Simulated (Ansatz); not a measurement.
**What a change does: geometry relaxation on Tl**

System: Tl (P6₃/mmc, 2 atoms in the cell).
Method of the first run: DFT, PBE, PAW with Ansatz's default frozen-core files, scalar-relativistic, no spin polarisation (Ansatz 0.2.0).

Its volume is 0.50 times that of the source entry. Text and figures count atoms from 1; the logs count them from 0 in places.

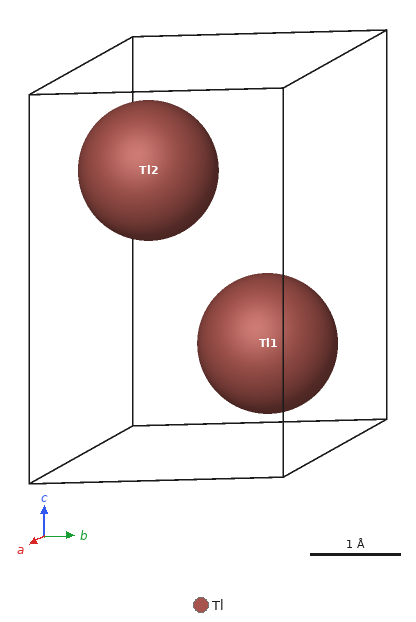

**Figure 1.** The structure as given in the input (spheres-only view of the cell of the calculation, seen slightly off an axis; atoms are numbered from 1 in the order of the input). An atom can appear more than once, as a periodic image.

Input file, the first run:
```yaml
crystal:
  lattice:
    - [2.8492837211, 0.0, 0.0]
    - [-1.4246418606, 2.4675520851, 0.0]
    - [0.0, 0.0, 4.4774778346]
  atoms:
    - { symbol: Tl, position: [0.3333333333, 0.6666666667, 0.25] }
    - { symbol: Tl, position: [0.6666666667, 0.3333333333, 0.75] }
kpoints:
  mp_grid: { grid: [14, 14, 8] }
scf:
  occupations: { method: fermi_dirac, width: 0.1 }
hamiltonian:
  xc: pbe
  pseudopotentials: { kind: paw }
output:
  forces: true
  stress: true
relax:
  f_tol: 0.005
  max_steps: 30
  cell: { stress_tol: 0.53, fix: [volume] }
```

Launched with:
```bash
ansatz run input.yaml --threads 1 --pin off --max-ram 2048MiB --backend cpu --events-out ev --progress --plain --runs-dir out
```

Hardware: 1 thread of Intel Xeon (Sapphire Rapids), 64 GiB of memory available, shared host.

Output, shortened to warnings, some set-up lines, iterations and results (the first run):
```
Basis set: ecut = 420 eV, 615 PW (Γ), exchange–correlation on 40×40×60 points (8 copies of the dense FFT grid, shifted against one another)
Symmetry: 24 space group operations
k-points: 120 of 1568
Initial density: superposition of atomic densities (neutral atoms: chi_scale 0, normalization atom), corrected by the library's trained network
[...]
SCF iter   1: F=—  HF=-22882.579897 eV  |F-HF|=—  |Δ(HF+E_count)|=         —  Δρ=4.35e-3  dr2=5.74e-3  ethr=1.77e-3  ⟨swp⟩=5.6  Hψ=10831  notcnv=0
SCF iter   2: F=—  HF=-22882.578746 eV  |F-HF|=—  |Δ(HF+E_count)|=   1.15e-3  Δρ=2.42e-3  dr2=1.57e-3  ethr=2.21e-5  ⟨swp⟩=2.6  Hψ=4404  notcnv=0
SCF iter   3: F=—  HF=-22882.578698 eV  |F-HF|=—  |Δ(HF+E_count)|=   4.77e-5  Δρ=4.48e-4  dr2=4.65e-5  ethr=6.05e-6  ⟨swp⟩=2.8  Hψ=3660  notcnv=0
SCF iter   4: F=—  HF=-22882.578697 eV  |F-HF|=—  |Δ(HF+E_count)|=   1.37e-6  Δρ=2.69e-5  dr2=1.21e-7  ethr=1.79e-7  ⟨swp⟩=2.7  Hψ=3690  notcnv=0
SCF iter   5: F=-22882.578697 eV  HF=-22882.578697 eV  |F-HF|=2.10e-9  |Δ(HF+E_count)|=   9.79e-9  Δρ=4.31e-6  dr2=2.51e-9  ethr=4.67e-10  ⟨swp⟩=2.0  Hψ=3603  notcnv=0
[... 15 lines ...]
SCF iter   1: F=—  HF=-22882.605752 eV  |F-HF|=—  |Δ(HF+E_count)|=         —  Δρ=7.68e-5  dr2=2.43e-7  ethr=7.21e-9  ⟨swp⟩=4.3  Hψ=17616  notcnv=0
SCF iter   2: F=—  HF=-22882.605754 eV  |F-HF|=—  |Δ(HF+E_count)|=   1.82e-6  Δρ=3.88e-5  dr2=5.80e-8  ethr=9.36e-10  ⟨swp⟩=2.5  Hψ=3568  notcnv=0
SCF iter   3: F=-22882.605754 eV  HF=-22882.605754 eV  |F-HF|=8.00e-11  |Δ(HF+E_count)|=   3.12e-7  Δρ=3.45e-6  dr2=1.81e-9  ethr=8.64e-12  ⟨swp⟩=3.0  Hψ=9141  notcnv=0
SCF 4 converged in 3 iterations: F = -22882.605754 eV  dr2 = 1.81e-9
relax step   4: F+E_penalty+E_count = -22882.60575429 eV  Δ(F+E_penalty+E_count) = -8.746e-5 eV  max|allowed force component| = 1.203e-16 eV/Å  Δτ_max = 0.0000 Å  P = …
basis re-selected at this cell: Δ(F+E_penalty+E_count) = -8.746e-5 eV, ΔP = -0.010 GPa vs the last step (what re-selecting the basis moved, of the pressure what is left beyond the Pulay correction that the steps carried, after the strain that the cell walked since its last selection, with what the …
SCF converged after 3 iterations
Free energy (F): -22882.605754 eV
Harris-Foulkes:  -22882.605754 eV  (|F-HF|=8.00e-11)
Internal energy: -22882.584560 eV  (E = F + TS)
E sigma→0 (E₀):  -22882.595157 eV
Entropy (-TS):   -0.021195 eV (-10.597 meV/atom)
Fermi energy:    22.922493 eV
--- Per-component energies (eV) ---
  E_band       = 286.130145
  E_kinetic    = 694.394664
  E_local      = -1015.422020  (includes V_loc(G=0)·N_el)
  E_nonlocal   = 637.622532
  E_hartree    = 408.691000
  E_xc         = -473.253694
  E_vxc        = -300.298278  (∫ρ·V_xc dr)
  E_paw        = -20330.096829  (= ΣΔE_a)
  E_vpaw       = -547.550422  (= ΣTr[D̂ρ^β])
  E_aug_tail   = 0.000070  (compensation charges beyond the density's cutoff)
  E_ewald      = -2804.520282
  E_smearing   = -0.021195  (= −TS)
  E_closure    = 0.000000  (closes the sum)
  Σ components = -22882.605754   (vs F -22882.605754, Δ=0.00e0)
--- Forces (eV/Å), atoms counted from 1 ---
  atom   1  Tl    -0.00000000    -0.00000000     0.00000000
  atom   2  Tl     0.00000000     0.00000000     0.00000000
  max |Σ_I F_I| component: 1.85e-17 eV/Å
--- Stress (GPa, compression-positive) ---
      121.038288       0.000000       0.000000
        0.000000     121.038288       0.000000
        0.000000       0.000000     121.546065
  P = ⅓ Tr σ = 121.2075 GPa (1212.075 kbar)
--- Relaxed structure (3 steps of the walk, 3 accepted, 1 SCFs on fresh bases) ---
  F+E_penalty+E_count = -22882.60575429 eV   max|allowed force component| = 1.203e-16 eV/Å   (the final SCF, on the basis selected at the relaxed cell)
  cell:  # Å, volume = 31.4801 Å³
    - [2.8084401653753783, 2.845363627616379e-11, 0.0]
    - [-1.404220082712331, 2.4321805282094204, 0.0]
    - [0.0, 0.0, 4.608658064002176]
  atoms:
    - { symbol: Tl, position: [0.3333333333333333, 0.6666666666666666, 0.24999999999999997] }
[...]
```

The input of the second run differs as follows (lines with − go, lines with + come):
```diff
-  pseudopotentials: { kind: paw }
+  pseudopotentials: { kind: paw, source: jth }
+  write_density: true
+  write_potential: true
+  elf: true
+  volumetric_format: npy
```

What does this change do to the results?

The total energies belong to different models, so their difference says nothing on which is more stable or more accurate. The pressure goes from 121.21 to 121.00 GPa. The SCF takes 18 iterations over all geometry steps against 17. The default cutoff goes from 420 to 1800 eV with the change. On the same kind of shared host the second run took about 8.2 times as long. The two runs start from different initial densities, which also moves the count.

Output, shortened to warnings, some set-up lines, iterations and results (the second run):
```
Warning: [file] the checks of this Tl dataset prove no rule for summing its radial tables, as where they were carried onto another mesh than they were made on, and Gregory's rule is taken, under which a leading mesh point left out moves its sums only by what lay on the interval it spanned. That does not make them correct, and they differ from Quantum ESPRESSO's on this file; a re-export a …
Basis set: ecut = 1800 eV, 5455 PW (Γ), exchange–correlation on 80×80×128 points (8 copies of the dense FFT grid, shifted against one another)
Symmetry: 24 space group operations
k-points: 120 of 1568
Initial density: superposition of atomic densities (chi_scale 0.1, normalization cell)
[...]
SCF iter   1: F=—  HF=-22764.072216 eV  |F-HF|=—  |Δ(HF+E_count)|=         —  Δρ=4.41e-2  dr2=5.91e-1  ethr=3.10e-3  ⟨swp⟩=8.6  Hψ=14928  notcnv=0
SCF iter   2: F=—  HF=-22763.927081 eV  |F-HF|=—  |Δ(HF+E_count)|=   1.45e-1  Δρ=2.52e-2  dr2=2.04e-1  ethr=2.27e-3  ⟨swp⟩=1.9  Hψ=3361  notcnv=0  defer=12
SCF iter   3: F=—  HF=-22763.852387 eV  |F-HF|=—  |Δ(HF+E_count)|=   7.47e-2  Δρ=8.10e-3  dr2=1.28e-2  ethr=7.84e-4  ⟨swp⟩=3.3  Hψ=4488  notcnv=0  defer=18
SCF iter   4: F=—  HF=-22763.856131 eV  |F-HF|=—  |Δ(HF+E_count)|=   3.74e-3  Δρ=1.25e-3  dr2=4.90e-4  ethr=4.92e-5  ⟨swp⟩=2.1  Hψ=4228  notcnv=0  defer=18
SCF iter   5: F=—  HF=-22763.856002 eV  |F-HF|=—  |Δ(HF+E_count)|=   1.30e-4  Δρ=3.07e-4  dr2=2.76e-5  ethr=1.88e-6  ⟨swp⟩=2.0  Hψ=3340  notcnv=0  defer=18
[... 16 lines ...]
SCF iter   1: F=—  HF=-22763.883028 eV  |F-HF|=—  |Δ(HF+E_count)|=         —  Δρ=3.22e-5  dr2=6.36e-8  ethr=4.98e-8  ⟨swp⟩=5.4  Hψ=23377  notcnv=0
SCF iter   2: F=—  HF=-22763.883036 eV  |F-HF|=—  |Δ(HF+E_count)|=   7.26e-6  Δρ=1.56e-5  dr2=1.01e-8  ethr=2.45e-10  ⟨swp⟩=2.7  Hψ=3801  notcnv=0
SCF iter   3: F=-22763.883036 eV  HF=-22763.883036 eV  |F-HF|=6.57e-9  |Δ(HF+E_count)|=   2.25e-7  Δρ=2.61e-6  dr2=1.97e-10  ethr=8.64e-12  ⟨swp⟩=13.7  Hψ=18015  notcnv=0
SCF 4 converged in 3 iterations: F = -22763.883036 eV  dr2 = 1.97e-10
relax step   4: F+E_penalty+E_count = -22763.88303581 eV  Δ(F+E_penalty+E_count) = -3.830e-5 eV  max|allowed force component| = 1.110e-16 eV/Å  Δτ_max = 0.0000 Å  P = …
basis re-selected at this cell: Δ(F+E_penalty+E_count) = -3.830e-5 eV, ΔP = -0.004 GPa vs the last step (what re-selecting the basis moved, of the pressure what is left beyond the Pulay correction that the steps carried, after the strain that the cell walked since its last selection, with what the …
SCF converged after 3 iterations
Free energy (F): -22763.883036 eV
Harris-Foulkes:  -22763.883036 eV  (|F-HF|=6.57e-9)
Internal energy: -22763.861984 eV  (E = F + TS)
E sigma→0 (E₀):  -22763.872510 eV
Entropy (-TS):   -0.021052 eV (-10.526 meV/atom)
Fermi energy:    21.817508 eV
--- Per-component energies (eV) ---
  E_band       = 257.598679
  E_kinetic    = 298.625788
  E_local      = -1753.789729  (includes V_loc(G=0)·N_el)
  E_nonlocal   = 1797.734631
  E_hartree    = 543.536514
  E_xc         = -145.811923
  E_vxc        = -151.637193  (∫ρ·V_xc dr)
  E_paw        = -20699.636736  (= ΣΔE_a)
  E_vpaw       = -1020.407816  (= ΣTr[D̂ρ^β])
  E_aug_tail   = -0.000015  (compensation charges beyond the density's cutoff)
  E_ewald      = -2804.520513
  E_smearing   = -0.021052  (= −TS)
  E_closure    = 0.000000  (closes the sum)
  Σ components = -22763.883036   (vs F -22763.883036, Δ=0.00e0)
--- Forces (eV/Å), atoms counted from 1 ---
  atom   1  Tl    -0.00000000    -0.00000000     0.00000000
  atom   2  Tl     0.00000000     0.00000000     0.00000000
  max |Σ_I F_I| component: 1.85e-17 eV/Å
--- Stress (GPa, compression-positive) ---
      120.829458      -0.000000       0.000000
       -0.000000     120.829458       0.000000
        0.000000       0.000000     121.331907
  P = ⅓ Tr σ = 120.9969 GPa (1209.969 kbar)
--- Relaxed structure (3 steps of the walk, 3 accepted, 1 SCFs on fresh bases) ---
  F+E_penalty+E_count = -22763.88303581 eV   max|allowed force component| = 1.110e-16 eV/Å   (the final SCF, on the basis selected at the relaxed cell)
  cell:  # Å, volume = 31.4801 Å³
    - [2.808524257804023, 2.8454487796497978e-11, 0.0]
    - [-1.404262128926654, 2.4322533543888922, 0.0]
    - [0.0, 0.0, 4.608382084582534]
  atoms:
    - { symbol: Tl, position: [0.3333333333333333, 0.6666666666666666, 0.25] }
    - { symbol: Tl, position: [0.6666666666666666, 0.3333333333333333, 0.7500000000000001] }
```

The two runs side by side:

```tsv
quantity	the first run	the second run
outcome	converged	converged
free energy per atom (eV)	−11441.3029	−11381.9415
energy per atom, smearing taken to zero (eV)	−11441.2976	−11381.9363
pressure (GPa)	121.21	121.00
largest force (eV/Å)	0.000	0.000
SCF iterations	17	18
irreducible k-points	120	120
wall time (shared host)	6.9 s	57 s
```

For both runs: Spin–orbit coupling is left out, which matters for Tl. The cell is under a pressure of 121 GPa at this level, so it is not at its equilibrium volume.
